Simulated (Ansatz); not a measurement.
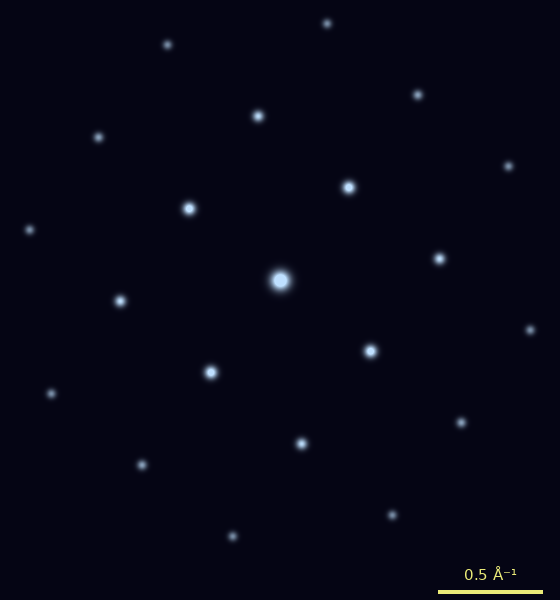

Simulated selected-area electron diffraction pattern (200 kV, kinematic approximation, thin crystal, B = 1 Å² for all atoms).

Phase: Zn, space group P6/mmm (No. 191), a = 2.576 Å, c = 3.036 Å (hexagonal axes). Structure: the end point of a relaxation with DFT PBE, scalar-relativistic, plane waves, PAW in Ansatz; the starting structure was generated, so it need not be a known form of this composition.

```csv
atom,site,symmetry,x,y,z
Zn,1a,6/mmm,0.0000,0.0000,0.0000
```

Which low-index zone axis gives this pattern?

The spots form a centred rectangular net with both shortest vectors at d = 1.80 Å, 88.5° apart. They index as -1 1 1 and 0 -1 1, so the zone axis is [211] (or an equivalent direction of <211>).
